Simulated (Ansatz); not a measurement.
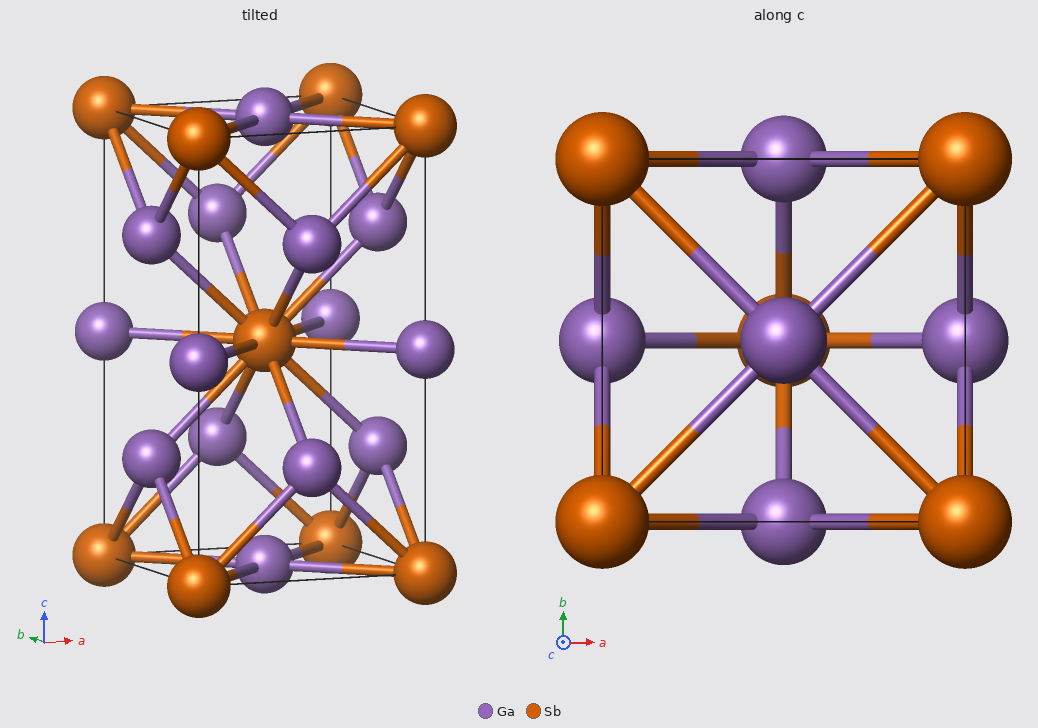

Shown here is a ball-and-stick view of the crystal, taken slightly off an axis and along the c axis. The conventional unit cell is outlined; an atom on or near a face, edge or corner is repeated at each equivalent position.

Ga3Sb, space group I4/mmm (No. 139), a = 4.493 Å, b = 4.493 Å, c = 8.270 Å, α = 90.00°, β = 90.00°, γ = 90.00°. The cell started as a structure listed in the Materials Project. Earlier steps of the study may have refined or changed the cell and positions. It was the input of a calculation with Ansatz.

This one geometry was computed with Ansatz (DFT, plane waves, PAW) at four levels of theory: PBE+D3(BJ), r2SCAN, PBE+D3(BJ) with spin-orbit coupling and LDA.

Which level gives the highest pressure at this volume, and what does that say about its equilibrium volume?

Answer. Highest: r2SCAN (0.8 GPa), which points to the largest equilibrium volume. Lowest, with the smallest volume: LDA (-2.0 GPa). Levels within 0.5 GPa of each other can't be told apart.

How does the band gap change with the level of theory?

Answer. All levels give a metal.

Collect the results in a table.

Answer.
| level | cutoff (eV) | k-mesh of the run's cell | gap (eV) | pressure (GPa) |
| --- | --- | --- | --- | --- |
| PBE+D3(BJ) | 420 | 14×14×14 | metal | 0.0 |
| r2SCAN | 500 | 14×14×14 | metal | 0.8 |
| PBE+D3(BJ) with spin-orbit coupling | 420 | 14×14×14 | metal | 0.0 |
| LDA | 420 | 14×14×14 | metal | -2.0 |

Gaps are taken on the k-mesh or band path of each run.
